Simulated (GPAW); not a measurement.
# linear V chain, spacing 2.761 A: from the magnetic state to anisotropy

One collinear state of linear V chain, spacing 2.761 A is converged, and its anisotropy computed from it.

Program: GPAW 26.7.0. Level of theory: LDA; plane waves with GPAW's PAW setups, scalar-relativistic. Results are calculated unless marked as measured.

### 1. The starting structure

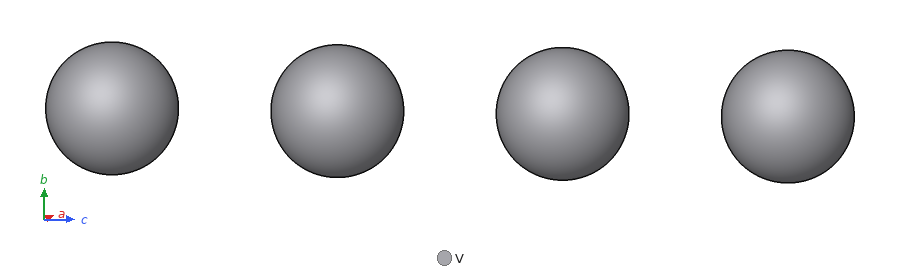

Start, viewed from the side, with the c axis across the page; vanadium grey. 1×1×3 cells are drawn. Some periodic images of atoms are drawn too.

The cell holds 1 atom: 1 V. Cell: a = 12.000 Å, b = 12.000 Å, c = 2.761 Å, α = 90.0°, β = 90.0°, γ = 90.0°. model lattice. Vacuum lies along a and b. The structure's axis is c.

Structure file:

```
V
1.0
    12.00000    0.00000    0.00000
     0.00000   12.00000    0.00000
     0.00000    0.00000    2.76100
V
1
Direct
  0.50000 0.50000 0.00000
```

### 2. The magnetic state

All later steps read the density of this run.

The input, order1.py:

```python
import json
import numpy as np
from ase import Atoms
from ase.parallel import paropen, parprint
from gpaw import GPAW

atoms = Atoms(['V'],
    cell=[[12.0, 0.0, 0.0],
         [0.0, 12.0, 0.0],
         [0.0, 0.0, 2.761]],
    scaled_positions=[[0.5, 0.5, 0.0]],
    pbc=True,
    magmoms=[1.5])
atoms.calc = GPAW(mode={'name': 'pw', 'ecut': 550},
    xc='LDA',
    kpts={'size': (1, 1, 10), 'gamma': True},
    occupations={'name': 'fermi-dirac', 'width': 0.05},
    convergence={'density': 1e-05, 'energy': 1e-05},
    maxiter=200,
    symmetry={'tolerance': 1e-4},
    txt='order1.txt')
e = atoms.get_potential_energy(force_consistent=True)
res = {'free_energy': e, 'energy_sigma0': atoms.get_potential_energy(), 'fermi_energy': atoms.calc.get_fermi_level()}
res['moments'] = atoms.get_magnetic_moments().tolist()
res['total'] = atoms.get_magnetic_moment()
parprint('site moments (muB):', np.round(res['moments'], 3))
parprint(f"total moment: {res['total']:.3f} muB")
parprint(f'free energy: {e:.6f} eV')
atoms.calc.write('order1.gpw')
with paropen('results.json', 'w') as f:
    json.dump(res, f)
```

Started as:

```sh
> OMP_NUM_THREADS=1 python3 order1.py > order1.log
```

What it wrote:

```text
site moments (muB): [2.953]
total moment: 4.000 muB
free energy: -4.641275 eV

--- order1.txt ---
Input parameters:
  mode=PW(ecut=550),
  convergence={'density': 1e-05, 'energy': 1e-05},
  kpts=MonkhorstPack(size=(1, 1, 10), gamma=True),
  maxiter=200,
  occupations=Occupations(name='fermi-dirac', width=0.05),
  symmetry=Symmetry(tolerance=0.0001),
  xc=XC(name='LDA')

Diagonalizing LCAO Hamiltonian
Converting LCAO to pw mode
        .----------------------------.
       /|                            |
      / |                            |
     /  .----------------------------.
    /  /                            /
   /  /                            /
  /  /                            /
 *  /              V             /
 | /                            /
 |/                            /
 *----------------------------*

Atoms  # Å, Bohr magnetons
|   | symbol |        x |        y |        z |    initial magnetic moments |
|---|--------|----------|----------|----------|-----------------------------|
| 0 |      V | 6.000000 | 6.000000 | 0.000000 | ( 0.0000,  0.0000,  1.5000) |

Unit cell  # Å
| periodic |         x |         y |        z |   lengths |    angles |
|----------|-----------|-----------|----------|-----------|-----------|
|      yes | 12.000000 |  0.000000 | 0.000000 | 12.000000 | 90.000000 |
|      yes |  0.000000 | 12.000000 | 0.000000 | 12.000000 | 90.000000 |
|      yes |  0.000000 |  0.000000 | 2.761000 |  2.761000 | 90.000000 |

Number of symmetries: 16

BZ-sampling:
  Number of BZ points: 10
  Number of IBZ points: 6

  Monkhorst-Pack size: [1, 1, 10]
  Monkhorst-Pack shift: [0.0, 0.0, 0.05]

Plane wave coefficients: 11675
Cutoff: 550.0 eV

Spin-components: 2 (collinear spins)
Bands:           13
Projectors:      6
Spin-degeneracy: 1
Datatype:        complex128

Parallelization:
  kpt:    1
  domain: 1
  band:   1

Density:
  Valence electrons: 13.0
  Components: 2
  Grid points: [70 70 15]
  Charge: 0.0  # |e|

Potential:
  Grid points: [70 70 15]

[... setups left out ...]
Reference energy: -25767.601835  # eV

eigensolver:
  PPCG
  Converge bands: occupied
  niter=2

density mixing:
  MSR1-Mixer
  Pratt-step length: 0.05
  Maximum mixing coefficient: 0.75
  Old densities: 10
  SVD Regularization: 0.005
  Good broyden scale: 1.0
  Trust region scale: 1.0
  Backstep threshold: 4.0
  History deletion threshold: 6.0
  Fourier metric: weight=20.0, sigma=0.015

occupation numbers:
  Fermi-Dirac:
    width: 0.0500  # eV

poisson solver:
  ecut: 4400.0  # eV

xc functional:
  name: None

convergence criteria:
- Maximum integral of absolute [dens]ity change: 1e-05 electrons / valence electron
- Maximum [total energy] change in last 3 cyles: 1e-05 eV / valence electron
- Maximum integral of absolute [eigenst]ate change: 4e-08 eV^2 / valence electron
maximum number of iterations: 200

SCF iterations
|iter     |      energy | eigst |  dens |  magmom |
|---------|-------------|-------|-------|---------|
|iter:   1|       0s |   -4.462936 | +0.29 |       |  +1.5048|
|iter:   2|       2s |   -4.301376 | -0.76 | -0.66 |  +1.5742|
|iter:   3|       5s |   -4.278911 | -0.88 | -0.70 |  +2.3349|
|iter:   4|       7s |   -4.571640 | -1.93 | -0.81 |  +3.3567|
|iter:   5|       9s |   -4.626101 | -2.29 | -1.21 |  +4.0169|
|iter:   6|      12s |   -4.626226 | -3.12 | -2.04 |  +3.9365|
|iter:   7|      14s |   -4.625948 | -3.74 | -2.12 |  +3.9875|
|iter:   8|      17s |   -4.625908 | -4.51 | -2.79 |  +3.9925|
|iter:   9|      19s |   -4.625876c| -4.95 | -3.09 |  +4.0009|
|iter:  10|      21s |   -4.625885c| -5.58 | -3.92 |  +4.0002|
|iter:  11|      24s |   -4.625886c| -6.04 | -4.65 |  +4.0001|
|iter:  12|      26s |   -4.625886c| -6.54 | -5.13c|  +4.0000|
|iter:  13|      29s |   -4.625886c| -7.00 | -5.68c|  +4.0000|
|iter:  14|      31s |   -4.625886c| -7.46c| -6.43c|  +4.0000|

Converged in 14 steps
Energy contributions relative to reference atoms: (reference = -25767.601835)

Energy contributions:
  Kinetic:          -2.451830
  Coulomb:           4.996934
  Zero:              0.050374
  External:          0.000000
  Xc:               -7.205976
  Entropy:          -0.030777
  Spinorbit:         0.000000
  ----------------------------
  Free energy:      -4.641275
  Extrapolated:     -4.625886

dipole moment: (0.000000, 0.000000, -6.502376)  # |e|*Ang

Total magnetic moment: (0.000000, 0.000000, 4.000009)

Local magnetic moments
|        x |        y |        z |
|----------|----------|----------|
| 0.000000 | 0.000000 | 2.953410 |  # V    0

Fermi level: -3.372
Eigenvalues  # (at kpt = [0.000, 0.000, 0.000])
| band index |      eig [eV] | occ [0-1] |      eig [eV] | occ [0-1] |
|------------|---------------|-----------|---------------|-----------|
|          0 |       -67.583 |     1.000 |       -64.726 |     1.000 |
|          1 |       -41.764 |     1.000 |       -39.065 |     1.000 |
|          2 |       -41.764 |     1.000 |       -38.870 |     1.000 |
|          3 |       -41.750 |     1.000 |       -38.870 |     1.000 |
|          4 |        -6.633 |     1.000 |        -4.936 |     1.000 |
|          5 |        -4.520 |     1.000 |        -2.420 |     0.000 |
|          6 |        -3.867 |     1.000 |        -1.404 |     0.000 |
|          7 |        -3.866 |     1.000 |        -1.401 |     0.000 |
|          8 |        -2.648 |     0.000 |        -1.346 |     0.000 |
|          9 |        -2.648 |     0.000 |        -1.346 |     0.000 |
|         10 |        -2.266 |     0.000 |         0.004 |     0.000 |
|         11 |        -2.266 |     0.000 |         0.004 |     0.000 |
|         12 |         0.128 |     0.000 |         0.295 |     0.000 |

No gap
No difference between direct/indirect transitions
```

It took 36 s on 1 MPI rank of Intel Xeon Platinum 8259CL at 2.50GHz (Skylake/Cascade Lake), shared host; peak memory 0.32 GiB.

Spin moment in the augmentation sphere by atom:

```tsv
atom	spin moment in the augmentation sphere (μB)
V1	2.95
```

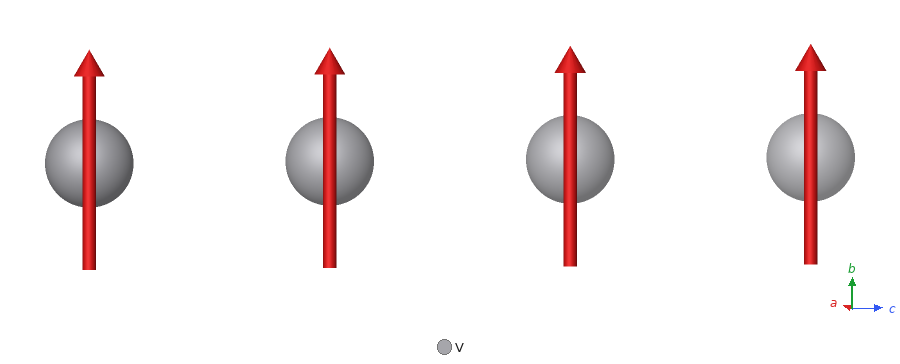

Spin moment in the augmentation sphere as arrows, the longest 2.95 μB. Up and down stand for the sign. Arrows give size and sign along the axis of quantisation, drawn up and down the page. 1×1×3 cells are drawn. Some periodic images of atoms are drawn too.

This step gave:

```
magnetization : 4.000 μB
final state   : ferromagnetic
```

After 14 cycles the largest moment stands at 2.95 μB.

### 3. More states at fixed density

The steps that follow sum over empty states, which the ground-state run does not converge; 12 states a spin are converged here at the frozen density and written with their wave functions.

It starts from the saved density of the lowest of the states tried.

The input, nscf.py:

```python
from gpaw import GPAW

calc = GPAW('order1.gpw').fixed_density(
    kpts={'size': (1, 1, 12), 'gamma': True},
    nbands=16,
    convergence={'bands': 12, 'eigenstates': 1e-9},
    eigensolver='ppcg',
    parallel={'domain': 1},
    txt='nscf.txt')
calc.write('nscf.gpw', mode='all')
```

Started as:

```sh
> OMP_NUM_THREADS=1 python3 nscf.py > nscf.log
```

What it wrote:

```text
Input parameters:
  mode=PW(ecut=550),
  convergence={'bands': 12, 'eigenstates': 1e-09},
  eigensolver=PPCG(niter=2, min_niter=1, max_buffer_mem=209715200, blocksize=None, rr_modulo=5, include_cg=True, promote_inner_dtype=False, tolerances=None),
  gpts=array([70, 70, 15]),
  kpts=MonkhorstPack(size=(1, 1, 12), gamma=True),
  maxiter=200,
  nbands=16,
  occupations=Occupations(name='fermi-dirac', width=0.05),
  parallel={'domain': 1},
  symmetry=Symmetry(tolerance=0.0001),
  xc=XC(name='LDA')
```

It took 54 s on 1 MPI rank; peak memory 0.37 GiB.

### 4. Energy against the direction of the moments

Spin–orbit coupling is added in the basis of the saved states for each direction of the moments. The change in the band energy is the anisotropy energy, with no new self-consistent run.

The input, anisotropy.py:

```python
import json
import numpy as np
from ase.parallel import paropen, parprint
from gpaw import GPAW
from gpaw.spinorbit import soc_eigenstates

calc = GPAW('nscf.gpw')
angles = [[0.0, 0.0], [90.0, 0.0], [90.0, 90.0]]  # theta, phi in degrees
res = {'rows': []}
for scale in [1.0]:
    e0 = None
    for theta, phi in angles:
        soc = soc_eigenstates(calc, n2=12, scale=scale, theta=theta, phi=phi)
        e = soc.calculate_band_energy()
        e0 = e if e0 is None else e0
        orbital = soc.get_orbital_magnetic_moments()
        res['rows'].append([scale, theta, phi, 1000 * (e - e0), orbital.tolist()])
        parprint(f'scale {scale} theta {theta:6.1f} phi {phi:6.1f}  dE = {1000 * (e - e0):9.4f} meV  |L| =', np.round(np.linalg.norm(orbital, axis=1), 4))
with paropen('results.json', 'w') as f:
    json.dump(res, f)
```

Started as:

```sh
> OMP_NUM_THREADS=1 python3 anisotropy.py > anisotropy.log
```

What it wrote:

```text
scale 1.0 theta    0.0 phi    0.0  dE =    0.0000 meV  |L| = [0.1733]
scale 1.0 theta   90.0 phi    0.0  dE =    1.1200 meV  |L| = [0.0489]
scale 1.0 theta   90.0 phi   90.0  dE =    1.1197 meV  |L| = [0.0489]
```

The job ended after 2.8 s (1 MPI rank; peak memory 0.21 GiB).

Directions, in the order of the table: z (the chain axis); x; y.

Theta from the Cartesian z axis, phi from x; spin up lies along the direction. Anisotropy, by row:

```tsv
spin-orbit scale	theta (degrees)	phi (degrees)	band energy less the first direction's (meV a cell)	orbital moment of atom 1 along the direction (μB)	sum of orbital moments along the direction (μB a cell)
1	0	0	0	-0.1733	-0.1733
1	90	0	1.12	-0.04889	-0.04889
1	90	90	1.12	-0.04891	-0.04891
```

### 5. Summary of results

| Item | Value |
| --- | --- |
| state | ferromagnetic |
| largest site moment | 2.95 μB |
| spread of the directions' energies | 1.12 meV a cell |
| easiest direction tried | z (the chain axis) |

**Reading.** About the ferromagnetic state the directions differ by 1.12 meV a cell, with z (the chain axis) easiest. The anisotropy comes from the force theorem at a frozen potential; it needs a check on a finer mesh, and shape anisotropy is not in it.

[Logs and program files are shortened in this print: banners, set-up blocks, solver, clock and traceback lines can be left out without a mark of their own.]

[Logs are printed without paths, hosts, clocks, repeated set-up lines and the standing remarks that a program may print on its own settings, such as how far it seeks lower states.]

[Hosts, paths, dates, database ids (printed as entryN), source tags and the programs' standing remarks are cut or masked in the printed files.]

[Where a cell is said to come from a database of computed structures, the database is the Materials Project.]
